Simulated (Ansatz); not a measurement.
## What a change does: geometry relaxation on Mo$_{12}$Si

System: Mo$_{12}$Si (slab, 13 atoms in the cell).
Method of the first run: DFT PBE, scalar-relativistic, plane waves, PAW, no spin polarisation (Ansatz 0.2.0).

The structure derives from an entry of the Crystallography Open Database. The input holds or restrains some coordinates. Text and figures count atoms from 1; the logs count them from 0 in places.

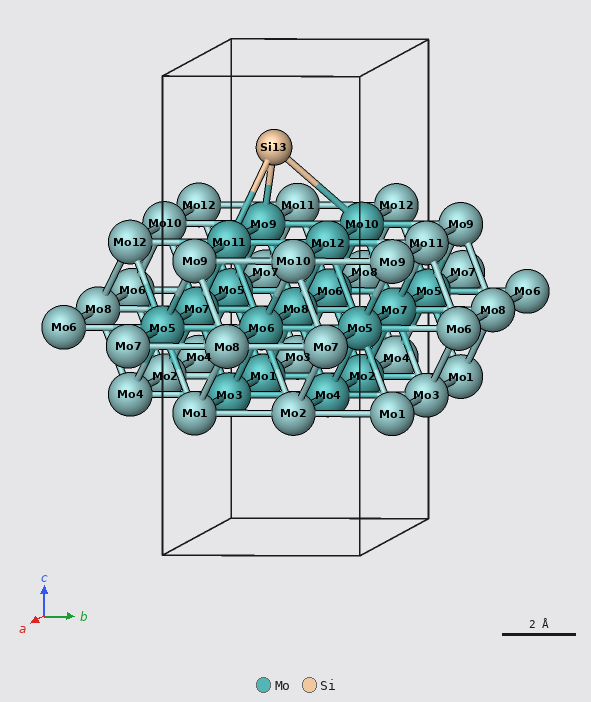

Figure 1. The structure as given in the input (ball-and-stick view of the cell of the calculation, with the vacuum cut short, seen slightly off an axis; neighbours outside the cell are drawn fainter; atoms are numbered from 1 in the order of the input).

**The input, the first run**
```yaml
crystal:
  lattice:
    - [5.4740406976, 0.0, 0.0]
    - [-1.8246802325, 5.1609750637, 0.0]
    - [0.0, 0.0, 19.808214428]
  atoms:
    - { symbol: Mo, position: [0.25, 0.25, 0.2019364246] }
    - { symbol: Mo, position: [0.25, 0.75, 0.2019364246] }
    - { symbol: Mo, position: [0.75, 0.25, 0.2019364246] }
    - { symbol: Mo, position: [0.75, 0.75, 0.2019364246] }
    - { symbol: Mo, position: [0.0, 0.0, 0.310687262] }
    - { symbol: Mo, position: [0.0, 0.5, 0.310687262] }
    - { symbol: Mo, position: [0.5, 0.0, 0.310687262] }
    - { symbol: Mo, position: [0.5, 0.5, 0.310687262] }
    - { symbol: Mo, position: [0.25, 0.25, 0.4194327792] }
    - { symbol: Mo, position: [0.25, 0.75, 0.4194327792] }
    - { symbol: Mo, position: [0.75, 0.25, 0.4194327792] }
    - { symbol: Mo, position: [0.75, 0.75, 0.4194327792] }
    - { symbol: Si, position: [0.3333333333, 0.3333333333, 0.5332233912] }
basis:
  ecutwfc: 420
kpoints:
  mp_grid: { grid: [5, 5, 1] }
hamiltonian:
  xc: pbe
scf:
  occupations: { method: gaussian, width: 0.1 }
output:
  forces: true
  eigenvalues: true
relax:
  adjacent_minimum: "off"
  f_tol: 0.025
  max_steps: 16
  constraints:
    - { sites: [0, 1, 2, 3, 4, 5, 6, 7, 8, 9, 10, 11] }
    - { sites: [12], fix: xy }
efield:
  axis: 3
  dipole_correction: true
  ramp_width: 0.04
```

Launched with:
```bash
ansatz run input.yaml --threads 4 --pin off --max-ram 12288MiB --backend cpu --events-out ev --progress --plain --runs-dir out
```

Hardware: 4 threads of Arm Neoverse N1, 98 GiB of memory available, shared host.

**Output, shortened to warnings, some set-up lines, iterations and results (the first run)**
```
Basis set: ecut = 420 eV, 10923 PW (Γ), exchange–correlation on 80×80×270 points (8 copies of the dense FFT grid, shifted against one another)
Symmetry: 2 space group operations
k-points: 9 of 25 (time reversal used)
Initial density: superposition of atomic densities (neutral atoms: chi_scale 0, normalization atom), corrected by the library's trained network
[...]
SCF iter   1: F=—  HF=-60097.536864 eV  |F-HF|=—  |Δ(HF+E_count)|=         —  Δρ=7.77e-3  dr2=5.67e0  ethr=1.77e-3  p=0.020 e·Å  D=6.34e-3 V/Å  ΔV_dip=-0.13 eV  …
SCF iter   2: F=—  HF=-60097.433108 eV  |F-HF|=—  |Δ(HF+E_count)|=   1.04e-1  Δρ=2.64e-3  dr2=1.11e-1  ethr=1.77e-3  p=-0.045 e·Å  D=-1.47e-2 V/Å  ΔV_dip=0.29 eV  …
SCF iter   3: F=—  HF=-60097.427207 eV  |F-HF|=—  |Δ(HF+E_count)|=   5.90e-3  Δρ=1.03e-3  dr2=2.19e-2  ethr=6.44e-5  p=-0.039 e·Å  D=-1.25e-2 V/Å  ΔV_dip=0.25 eV  …
SCF iter   4: F=—  HF=-60097.425914 eV  |F-HF|=—  |Δ(HF+E_count)|=   1.29e-3  Δρ=2.40e-4  dr2=1.02e-3  ethr=1.27e-5  p=-0.042 e·Å  D=-1.35e-2 V/Å  ΔV_dip=0.27 eV  …
SCF iter   5: F=—  HF=-60097.426244 eV  |F-HF|=—  |Δ(HF+E_count)|=   3.30e-4  Δρ=8.18e-5  dr2=7.19e-5  ethr=5.92e-7  p=-0.043 e·Å  D=-1.38e-2 V/Å  ΔV_dip=0.27 eV  …
[... 6 lines ...]
SCF iter   4: F=—  HF=-60097.426476 eV  |F-HF|=—  |Δ(HF+E_count)|=   3.89e-4  Δρ=9.06e-6  dr2=1.23e-6  ethr=1.97e-8  p=-0.044 e·Å  D=-1.42e-2 V/Å  ΔV_dip=0.28 eV  …
SCF iter   5: F=—  HF=-60097.426476 eV  |F-HF|=—  |Δ(HF+E_count)|=   5.20e-8  Δρ=3.37e-6  dr2=1.40e-7  ethr=7.15e-10  p=-0.044 e·Å  D=-1.42e-2 V/Å  ΔV_dip=0.28 eV  …
SCF iter   6: F=-60097.426476 eV  HF=-60097.426476 eV  |F-HF|=4.60e-9  |Δ(HF+E_count)|=   3.82e-8  Δρ=9.09e-7  dr2=1.12e-8  ethr=5.81e-11  p=-0.044 e·Å  D=-1.42e-2 V/Å  …
SCF 2 converged in 6 iterations: F = -60097.426476 eV  dr2 = 1.12e-8
relax step   2: F+E_penalty+E_count = -60097.42647586 eV  Δ(F+E_penalty+E_count) = -2.307e-4 eV  max|allowed force component| = 1.354e-3 eV/Å  Δτ_max = 0.0061 Å  (6 SCF …
SCF converged after 6 iterations
Free energy (F): -60097.426476 eV
Harris-Foulkes:  -60097.426476 eV  (|F-HF|=4.60e-9)
Internal energy: -60097.361491 eV  (E = F + TS)
E sigma→0 (E₀):  -60097.393984 eV
Entropy (-TS):   -0.064985 eV (-4.999 meV/atom)
Fermi energy:    4.352457 eV
Dipole field:    D = -0.014171 V/Å  (p = -0.043827 e·Å, saw-weighted, corrected)
Work function:   Φ+ = 4.9279 eV   Φ− = 4.6471 eV
Levels:          The Fermi level and band energies are counted from a zero that moves with the ramp; work functions are not
--- Per-component energies (eV) ---
  E_band       = -3428.378827
  E_kinetic    = 5314.192072
  E_local      = -149555.467563  (includes V_loc(G=0)·N_el)
  E_nonlocal   = 1747.889740
  E_hartree    = 71787.927526
  E_xc         = -2243.906983
  E_vxc        = -2776.694774  (∫ρ·V_xc dr)
  E_paw        = -38928.883009  (= ΣΔE_a)
  E_vpaw       = -1731.635319  (= ΣTr[D̂ρ^β])
  E_aug_tail   = 0.000524  (compensation charges beyond the density's cutoff)
  E_efield     = 0.000311  (sawtooth field / dipole correction)
  E_vefield    = -2.496851  (∫n·V_field dr)
  E_ewald      = 51780.885891
  E_smearing   = -0.064985  (= −TS)
  E_closure    = 0.000000  (closes the sum)
  Σ components = -60097.426476   (vs F -60097.426476, Δ=0.00e0)
--- Forces (eV/Å), atoms counted from 1 ---
  atom   1  Mo     0.01670803     0.02362872     0.05975359
  atom   2  Mo    -0.01752558     0.01572198    -0.06836885
  atom   3  Mo     0.02066469    -0.01128262    -0.06836885
  atom   4  Mo     0.01906428     0.02696096     0.23327664
  atom   5  Mo    -0.09100493    -0.12870041    -0.49926326
  atom   6  Mo    -0.16255045     0.01583086    -0.06651577
  atom   7  Mo     0.06910896    -0.14797708    -0.06651577
  atom   8  Mo     0.19982985     0.28260209    -0.55343048
  atom   9  Mo    -0.43386362    -0.61357581    -0.52271724
  atom  10  Mo     0.08595487    -0.20290022     0.70905072
  atom  11  Mo    -0.21994779     0.01340562     0.70905072
  atom  12  Mo     0.05833308     0.08249543     0.13268472
  atom  13  Si     0.45523282     0.64379643     0.00135382
  max |Σ_I F_I| component: 1.00e-5 eV/Å
--- Relaxed structure (2 steps of the walk, 2 accepted, 0 SCFs on fresh bases) ---
  F+E_penalty+E_count = -60097.42647586 eV   max|allowed force component| = 1.354e-3 eV/Å
  atoms:
    - { symbol: Mo, position: [0.25, 0.24999999999999997, 0.2019364246] }
    - { symbol: Mo, position: [0.25, 0.7499999999999999, 0.2019364246] }
    - { symbol: Mo, position: [0.75, 0.24999999999999997, 0.2019364246] }
    - { symbol: Mo, position: [0.7499999999999999, 0.7499999999999999, 0.2019364246] }
    - { symbol: Mo, position: [0.0, 0.0, 0.3106872620000001] }
    - { symbol: Mo, position: [0.0, 0.5, 0.3106872620000001] }
[...]
```

The input of the second run differs as follows (lines with − go, lines with + come):
```diff
-  xc: pbe
+  xc: lda
+  algorithm: density_mixing
```

What does this change do to the results?

The total energies belong to different methods, so their difference says nothing on which is more stable or more accurate. The largest force goes from 0.915 to 1.525 eV/Å. The functional changes from PBE to LDA. The SCF takes 15 iterations over all geometry steps against 12. On the same kind of shared host the second run took about 1.4 times as long.

**Output, shortened to warnings, some set-up lines, iterations and results (the second run)**
```
Basis set: ecut = 420 eV, 10923 PW (Γ)
Symmetry: 2 space group operations
k-points: 9 of 25 (time reversal used)
Initial density: superposition of atomic densities (neutral atoms: chi_scale 0, normalization atom), corrected by the library's trained network
[...]
SCF iter   1: F=—  HF=-58710.632372 eV  |F-HF|=—  |Δ(HF+E_count)|=         —  Δρ=8.68e-3  dr2=5.39e0  ethr=1.77e-3  p=0.020 e·Å  D=6.34e-3 V/Å  ΔV_dip=-0.13 eV  …
SCF iter   2: F=—  HF=-58710.529308 eV  |F-HF|=—  |Δ(HF+E_count)|=   1.03e-1  Δρ=2.82e-3  dr2=1.15e-1  ethr=1.77e-3  p=-0.016 e·Å  D=-5.10e-3 V/Å  ΔV_dip=0.10 eV  …
SCF iter   3: F=—  HF=-58710.520199 eV  |F-HF|=—  |Δ(HF+E_count)|=   9.11e-3  Δρ=1.09e-3  dr2=2.72e-2  ethr=6.67e-5  p=-0.015 e·Å  D=-4.92e-3 V/Å  ΔV_dip=0.10 eV  …
SCF iter   4: F=—  HF=-58710.518543 eV  |F-HF|=—  |Δ(HF+E_count)|=   1.66e-3  Δρ=2.18e-4  dr2=1.10e-3  ethr=1.58e-5  p=-0.018 e·Å  D=-5.77e-3 V/Å  ΔV_dip=0.11 eV  …
SCF iter   5: F=—  HF=-58710.518789 eV  |F-HF|=—  |Δ(HF+E_count)|=   2.45e-4  Δρ=6.87e-5  dr2=6.36e-5  ethr=6.38e-7  p=-0.019 e·Å  D=-6.05e-3 V/Å  ΔV_dip=0.12 eV  …
[... 11 lines ...]
SCF iter   2: F=—  HF=-58710.532553 eV  |F-HF|=—  |Δ(HF+E_count)|=   1.31e-6  Δρ=1.19e-5  dr2=1.56e-6  ethr=1.42e-9  p=-0.020 e·Å  D=-6.50e-3 V/Å  ΔV_dip=0.13 eV  …
SCF iter   3: F=—  HF=-58710.532553 eV  |F-HF|=—  |Δ(HF+E_count)|=   8.98e-8  Δρ=6.03e-6  dr2=4.49e-7  ethr=9.06e-10  p=-0.020 e·Å  D=-6.49e-3 V/Å  ΔV_dip=0.13 eV  …
SCF iter   4: F=-58710.532553 eV  HF=-58710.532553 eV  |F-HF|=4.39e-8  |Δ(HF+E_count)|=   2.73e-8  Δρ=2.18e-6  dr2=5.69e-8  ethr=5.81e-11  p=-0.020 e·Å  D=-6.49e-3 V/Å  …
SCF 3 converged in 4 iterations: F = -58710.532553 eV  dr2 = 5.69e-8
relax step   3: F+E_penalty+E_count = -58710.53255254 eV  Δ(F+E_penalty+E_count) = -1.468e-6 eV  max|allowed force component| = 1.917e-2 eV/Å  Δτ_max = 0.0000 Å  (4 SCF …
SCF converged after 4 iterations
Free energy (F): -58710.532553 eV
Harris-Foulkes:  -58710.532553 eV  (|F-HF|=4.39e-8)
Internal energy: -58710.465568 eV  (E = F + TS)
E sigma→0 (E₀):  -58710.499060 eV
Entropy (-TS):   -0.066985 eV (-5.153 meV/atom)
Fermi energy:    4.105343 eV
Dipole field:    D = -0.006464 V/Å  (p = -0.019991 e·Å, saw-weighted, corrected)
Work function:   Φ+ = 5.0737 eV   Φ− = 4.9457 eV
Levels:          The Fermi level and band energies are counted from a zero that moves with the ramp; work functions are not
--- Per-component energies (eV) ---
  E_band       = -3460.939311
  E_kinetic    = 5315.698797
  E_local      = -149728.627590  (includes V_loc(G=0)·N_el)
  E_nonlocal   = 1809.034623
  E_hartree    = 71843.716254
  E_xc         = -2227.736877
  E_vxc        = -2769.842288  (∫ρ·V_xc dr)
  E_paw        = -37559.622255  (= ΣΔE_a)
  E_vpaw       = -1773.445602  (= ΣTr[D̂ρ^β])
  E_aug_tail   = 0.000372  (compensation charges beyond the density's cutoff)
  E_efield     = 0.000065  (sawtooth field / dipole correction)
  E_vefield    = -1.140153  (∫n·V_field dr)
  E_ewald      = 51831.312918
  E_core_change = 5.758125  (= ΣΔE_core)
  E_smearing   = -0.066985  (= −TS)
  E_closure    = 0.000000  (closes the sum)
  Σ components = -58710.532553   (vs F -58710.532553, Δ=0.00e0)
--- Forces (eV/Å), atoms counted from 1 ---
  atom   1  Mo     0.01471373     0.02080836     0.65981280
  atom   2  Mo    -0.01913704     0.02039023     0.53311980
  atom   3  Mo     0.02560311    -0.01124583     0.53311980
  atom   4  Mo     0.01705684     0.02412202     0.81905590
  atom   5  Mo    -0.08959462    -0.12670593    -0.46978486
  atom   6  Mo    -0.17180990     0.01780966    -0.07406582
  atom   7  Mo     0.07406107    -0.15604737    -0.07406582
  atom   8  Mo     0.21266608     0.30075525    -0.55604095
  atom   9  Mo    -0.48699559    -0.68871576    -1.27008599
  atom  10  Mo     0.10840146    -0.23227890     0.14662842
  atom  11  Mo    -0.25512847     0.02477557     0.14662842
  atom  12  Mo     0.04584347     0.06483246    -0.41417687
  atom  13  Si     0.52432298     0.74150467     0.01916944
  max |Σ_I F_I| component: 6.86e-4 eV/Å
--- Relaxed structure (3 steps of the walk, 3 accepted, 0 SCFs on fresh bases) ---
  F+E_penalty+E_count = -58710.53255254 eV   max|allowed force component| = 1.917e-2 eV/Å
  atoms:
    - { symbol: Mo, position: [0.25, 0.24999999999999997, 0.2019364246] }
    - { symbol: Mo, position: [0.25, 0.7499999999999999, 0.2019364246] }
    - { symbol: Mo, position: [0.75, 0.24999999999999997, 0.2019364246] }
    - { symbol: Mo, position: [0.7499999999999999, 0.7499999999999999, 0.2019364246] }
    - { symbol: Mo, position: [0.0, 0.0, 0.3106872620000001] }
[...]
```

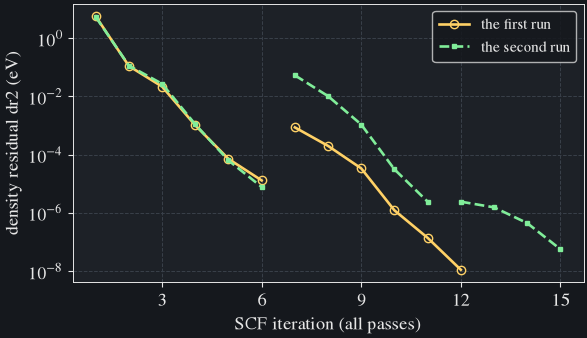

Figure 2. Convergence of the two runs: density residual dr2 against the SCF iteration. A break in a curve parts two SCF passes. The first run takes 12 iterations in all, and the second run takes 15.

**The two runs side by side**

| quantity | the first run | the second run |
| --- | --- | --- |
| outcome | converged | converged |
| free energy per atom (eV) | −4622.8790 | −4516.1948 |
| energy per atom, smearing taken to zero (eV) | −4622.8765 | −4516.1922 |
| gap on the mesh (eV) | 0.00 | 0.00 |
| work function (eV) | 4.93 | – |
| largest force (eV/Å) | 0.915 | 1.525 |
| SCF iterations | 12 | 15 |
| irreducible k-points | 9 | 9 |
| wall time (shared host) | 47 s | 66 s |
